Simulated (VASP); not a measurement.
Geometry relaxation of Cu (part 2 of 2)

The same run, continued: Cu (Fm-3m, 1 atom in the cell); Kohn-Sham DFT of a periodic cell, PBEsol, VASP PAW PBE potentials, recommended, no spin polarisation (VASP 6.6.1); cutoff 600 eV, 18×18×18 k-mesh, methfessel-paxton of 0.1 eV. The structure derives from an entry of the Crystallography Open Database.

Geometry of the input (Å; fractional positions):
```
0.0000  1.8075  1.8075
1.8075  0.0000  1.8075
1.8075  1.8075  0.0000
Cu 0.0000  0.0000  0.0000
```

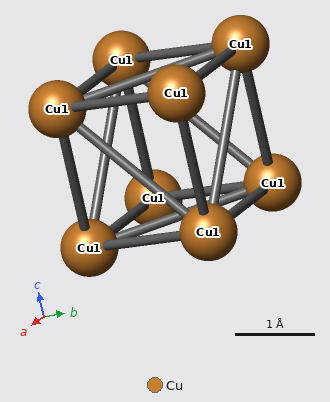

The geometry at step 1 of the log (ball-and-stick view of the cell of the calculation, seen slightly off an axis; atoms are numbered from 1 in the order of the input).

Parts of OUTCAR, continued:
```
--------------------------------------- Ionic step        1  -------------------------------------------

 number of electron      11.0000001 magnetization

 Free energy of the ion-electron system (eV)
  ---------------------------------------------------
  ext. energy  EPLUGINS =         0.00000000
  ---------------------------------------------------
  free energy    TOTEN  =        -4.30072267 eV

  energy without entropy =       -4.30072400  energy(sigma->0) =       -4.30072311

------------------------ aborting loop because EDIFF is reached ----------------------------------------

  FORCE on cell =-STRESS in cart. coord.  units (eV):
  Direction    XX          YY          ZZ          XY          YZ          ZX
  --------------------------------------------------------------------------------------
  -------------------------------------------------------------------------------------
  Total       -0.4135184     -0.4135184     -0.4135184      0.0000000      0.0000000      0.0000000
  in kB      -56.0971158    -56.0971158    -56.0971158      0.0000000      0.0000000      0.0000000
  external PRESSURE =     -56.0971158 kB  Pullay stress =       0.0000000 kB

 VOLUME and BASIS-vectors are now :
 -----------------------------------------------------------------------------
  energy-cutoff  :      600.00
  volume of cell :       11.81
      direct lattice vectors                 reciprocal lattice vectors
     0.000000000  1.807500000  1.807500000    -0.276625173  0.276625173  0.276625173
     1.807500000  0.000000000  1.807500000     0.276625173 -0.276625173  0.276625173
     1.807500000  1.807500000  0.000000000     0.276625173  0.276625173 -0.276625173

 POSITION                                       TOTAL-FORCE (eV/Angst)
 -----------------------------------------------------------------------------------
      0.00000      0.00000      0.00000         0.000000     -0.000000      0.000000
 -----------------------------------------------------------------------------------
    total drift:                                0.000000     -0.000000      0.000000

  FREE ENERGIE OF THE ION-ELECTRON SYSTEM (eV)
  ---------------------------------------------------
  free  energy   TOTEN  =        -4.3007226654 eV

  energy  without entropy=       -4.3007240045  energy(sigma->0) =       -4.30072311

--------------------------------------- Ionic step        2  -------------------------------------------

 number of electron      11.0000010 magnetization

------------------------ aborting loop because EDIFF is reached ----------------------------------------

  FORCE on cell =-STRESS in cart. coord.  units (eV):
  Direction    XX          YY          ZZ          XY          YZ          ZX
  --------------------------------------------------------------------------------------
  -------------------------------------------------------------------------------------
  Total        0.2740518      0.2740518      0.2740518     -0.0000000     -0.0000000      0.0000000
  in kB       39.4941292     39.4941292     39.4941292     -0.0000000     -0.0000000      0.0000000
  external PRESSURE =      39.4941292 kB  Pullay stress =       0.0000000 kB

 VOLUME and BASIS-vectors are now :
 -----------------------------------------------------------------------------
  energy-cutoff  :      600.00
  volume of cell :       11.12
      direct lattice vectors                 reciprocal lattice vectors
     0.000000000  1.771441773  1.771441773    -0.282255961  0.282255961  0.282255961
     1.771441773  0.000000000  1.771441773     0.282255961 -0.282255961  0.282255961
     1.771441773  1.771441773  0.000000000     0.282255961  0.282255961 -0.282255961

 POSITION                                       TOTAL-FORCE (eV/Angst)
 -----------------------------------------------------------------------------------
      1.77144      1.77144      0.00000         0.000000      0.000000      0.000000
 -----------------------------------------------------------------------------------
    total drift:                               -0.000000     -0.000000      0.000000

  FREE ENERGIE OF THE ION-ELECTRON SYSTEM (eV)
  ---------------------------------------------------
  free  energy   TOTEN  =        -4.3056720009 eV

  energy  without entropy=       -4.3056362511  energy(sigma->0) =       -4.30566008

--------------------------------------- Ionic step        3  -------------------------------------------

 number of electron      11.0000013 magnetization

 Free energy of the ion-electron system (eV)
  ---------------------------------------------------
  ext. energy  EPLUGINS =         0.00000000
  ---------------------------------------------------
  free energy    TOTEN  =        -4.30869341 eV

  energy without entropy =       -4.30864166  energy(sigma->0) =       -4.30867616

 E-fermi :   7.8342     XC(G=0): -13.1294     alpha+bet :-13.9414

 val. band max:        7.8310710152   @ k =   0.5000   0.1111   0.0000
 cond. band min:       7.8705200191   @ k =  -0.4444   0.1111   0.0556
 fundamental gap:      0.0394490039
 Fermi energy:         7.8341759158

 k-point     1 :       0.0000    0.0000    0.0000
  band No.  band energies     occupation
      1      -1.8047      2.00000
      2       4.7374      2.00000
      3       4.7374      2.00000
      4       4.7374      2.00000
      5       5.6200      2.00000
      6       5.6200      2.00000
      7      30.7613      0.00000
      8      33.6717      0.00000
      9      33.6717      0.00000

 k-point     2 :       0.0556    0.0000    0.0000
  band No.  band energies     occupation
      1      -1.6890      2.00000
      2       4.7116      2.00000
      3       4.7602      2.00000
      4       4.7602      2.00000
      5       5.6108      2.00000
      6       5.6108      2.00000
      7      30.1603      0.00000
      8      32.2326      0.00000
      9      33.3013      0.00000

 k-point     3 :       0.1111    0.0000    0.0000
  band No.  band energies     occupation
      1      -1.3461      2.00000
      2       4.6415      2.00000
      3       4.8192      2.00000
      4       4.8192      2.00000
      5       5.5919      2.00000
      6       5.5919      2.00000
      7      27.7851      0.00000
      8      31.5460      0.00000
      9      32.6253      0.00000

 k-point     4 :       0.1667    0.0000    0.0000
  band No.  band energies     occupation
      1      -0.7895      2.00000
      2       4.5488      2.00000
      3       4.8847      2.00000
      4       4.8847      2.00000
      5       5.5913      2.00000
      6       5.5913      2.00000
      7      24.8798      0.00000
      8      31.2630      0.00000
      9      31.9823      0.00000

 k-point     5 :       0.2222    0.0000    0.0000
  band No.  band energies     occupation
      1      -0.0494      2.00000
      2       4.4730      2.00000
      3       4.9124      2.00000
      4       4.9124      2.00000
      5       5.6490      2.00000
      6       5.6490      2.00000
      7      22.0038      0.00000
      8      30.9025      0.00000
      9      31.4509      0.00000

 [... the levels of 18 k-points are left out ...]

 k-point    24 :      -0.2222    0.0556    0.0000
  band No.  band energies     occupation
      1       0.3213      2.00000
      2       4.4217      2.00000
      3       4.9046      2.00000
      4       4.9459      2.00000
      5       5.5661      2.00000
      6       5.8255      2.00000
      7      21.1525      0.00000
      8      28.2554      0.00000
      9      31.9432      0.00000

 [... further k-points ...]

------------------------ aborting loop because EDIFF is reached ----------------------------------------

  FORCE on cell =-STRESS in cart. coord.  units (eV):
  Direction    XX          YY          ZZ          XY          YZ          ZX
  --------------------------------------------------------------------------------------
  -------------------------------------------------------------------------------------
  Total        0.0019916      0.0019916      0.0019916      0.0000000      0.0000000      0.0000000
  in kB        0.2805826      0.2805826      0.2805826      0.0000000      0.0000000      0.0000000
  external PRESSURE =       0.2805826 kB  Pullay stress =       0.0000000 kB

 VOLUME and BASIS-vectors are now :
 -----------------------------------------------------------------------------
  energy-cutoff  :      600.00
  volume of cell :       11.37
      direct lattice vectors                 reciprocal lattice vectors
     0.000000000  1.784860628  1.784860628    -0.280133918  0.280133918  0.280133918
     1.784860628  0.000000000  1.784860628     0.280133918 -0.280133918  0.280133918
     1.784860628  1.784860628  0.000000000     0.280133918  0.280133918 -0.280133918

 POSITION                                       TOTAL-FORCE (eV/Angst)
 -----------------------------------------------------------------------------------
      0.00000      0.00000      0.00000         0.000000      0.000000     -0.000000
 -----------------------------------------------------------------------------------
    total drift:                                0.000000     -0.000000      0.000000

  FREE ENERGIE OF THE ION-ELECTRON SYSTEM (eV)
  ---------------------------------------------------
  free  energy   TOTEN  =        -4.3086934130 eV

  energy  without entropy=       -4.3086416640  energy(sigma->0) =       -4.30867616

 reached required accuracy - stopping structural energy minimisation
```

CONTCAR:
```
Cu
   1.00000000000000
     0.0000000000000000    1.7848606276697678    1.7848606276697678
     1.7848606276697678    0.0000000000000000    1.7848606276697678
     1.7848606276697678    1.7848606276697678    0.0000000000000000
  Cu
     1
Direct
     0.0000000000000000    0.0000000000000000    0.0000000000000000

  0.00000000E+00  0.00000000E+00  0.00000000E+00
```

Trajectory as extended XYZ (Å, eV, eV/Å), 3 frames, from step=0 to step=2:
```
1
Lattice="0.0000 1.8075 1.8075 1.8075 0.0000 1.8075 1.8075 1.8075 0.0000" Properties=species:S:1:pos:R:3:forces:R:3 step=0 energy=-4.30072
Cu    0.0000    0.0000    0.0000    0.0000   0.0000   0.0000
1
Lattice="0.0000 1.7714 1.7714 1.7714 0.0000 1.7714 1.7714 1.7714 0.0000" Properties=species:S:1:pos:R:3:forces:R:3 step=1 energy=-4.30567
Cu    1.7714    1.7714    0.0000    0.0000   0.0000   0.0000
1
Lattice="0.0000 1.7849 1.7849 1.7849 0.0000 1.7849 1.7849 1.7849 0.0000" Properties=species:S:1:pos:R:3:forces:R:3 step=2 energy=-4.30869
Cu    0.0000    0.0000    0.0000    0.0000   0.0000   0.0000
```

Results in brief:

- outcome: converged
- space group (tolerance 0.01 Å): Fm-3m (225)
- electrons treated: 11
- free energy: −4.3087 eV
- Fermi energy: 7.834 eV
- gap on the k-point mesh: none (metallic)
- pressure: 0.03 GPa
- final volume: 11.37 Å³
- largest force (length of the vector) at the end: under 0.001 eV/Å
- final cell: a = 2.524 Å, b = 2.524 Å, c = 2.524 Å, α = 60.00°, β = 60.00°, γ = 60.00°
- wall time: 15 s (CPU time 52 s)
- peak memory: 0.15 GiB
